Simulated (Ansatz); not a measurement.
System: SiNi, space group P2_13 (No. 198).

Structure:
```xyz
16
Lattice="0.0000 -4.4680 0.0000 0.0000 0.0000 -4.4680 8.9360 0.0000 0.0000" Properties=species:S:1:pos:R:3 pbc="T T T"
Si    1.5480   -0.6860   -0.6860
Si    6.0160   -0.6860   -0.6860
Si    0.6860   -3.7820   -2.9200
Si    5.1540   -3.7820   -2.9200
Si    8.2500   -1.5480   -3.7820
Si    3.7820   -1.5480   -3.7820
Si    7.3880   -2.9200   -1.5480
Si    2.9200   -2.9200   -1.5480
Ni    7.3677   -3.8023   -3.8023
Ni    2.8997   -3.8023   -3.8023
Ni    8.2703   -0.6657   -1.5683
Ni    3.8023   -0.6657   -1.5683
Ni    0.6657   -2.8997   -0.6657
Ni    5.1337   -2.8997   -0.6657
Ni    1.5683   -1.5683   -2.8997
Ni    6.0363   -1.5683   -2.8997
```

Computed with Ansatz 0.2.0: rigid slide of a crystal across a plane by tilting cell vector c, one fault a cell, unrelaxed, by plane-wave density functional theory with PAW datasets, free energies less that of the undisturbed cell; scalar-relativistic. Level: PBEsol, no spin polarisation.

```tsv
setting	value
wave cutoff	420 eV
k mesh	9×9×5
occupations	Gaussian
smearing width	0.15 eV
k shift	(0, 0, 0) (mesh steps)
start	relaxed
height of the cut	0 (fraction of cell vector c)
slip vector	(1, 0) (multiples of cell vectors a and b)
```

The points at slip 0.6, 0.7, 0.8 and 0.9 follow from computed ones by symmetry.

What does the calculation give for the fault energy and shear traction against slip? The slip takes the values 0.0, 0.1, 0.2, 0.3, 0.4, 0.5, 0.6, 0.7, 0.8, 0.9.

The highest fault energy among the points, the barrier to rigid slip along this vector, is 11200 mJ/m² at slip 0.5; no local minimum, hence no metastable fault, shows among the points. The shear traction goes from 0 GPa at slip 0.0 to −20 GPa at 0.9, not monotonically, with a high of 86 GPa at 0.3 and a low of −86 GPa at 0.7. The spacing at cut is 1.33 Å.

| slip (fraction of the slip vector) | fault energy (mJ/m²) | shear traction (GPa) |
| --- | --- | --- |
| 0.0 | 0.0 | 0 |
| 0.1 | 438.6 | 20 |
| 0.2 | 1963.4 | 50 |
| 0.3 | 5043.1 | 86 |
| 0.4 | 9093.7 | 83 |
| 0.5 | 11184.1 | 0 |
| 0.6 | 9093.7 | −83 |
| 0.7 | 5043.1 | −86 |
| 0.8 | 1963.4 | −50 |
| 0.9 | 438.6 | −20 |

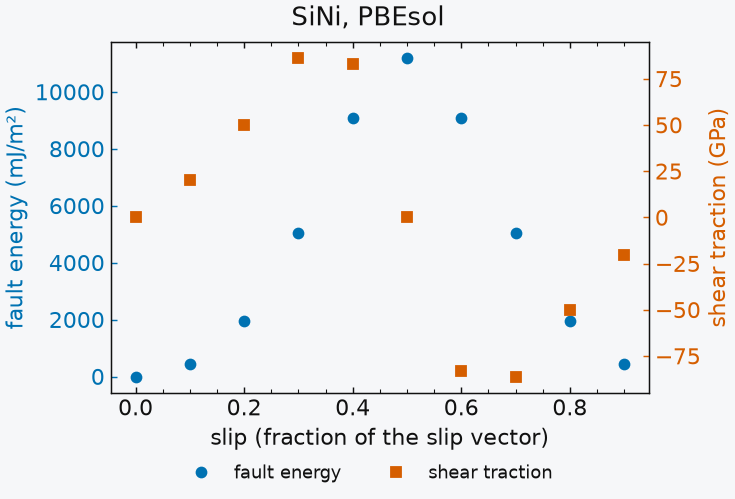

Caveats: atoms far too close at some points of the scan; no spin polarisation, a magnetic state may lie lower.
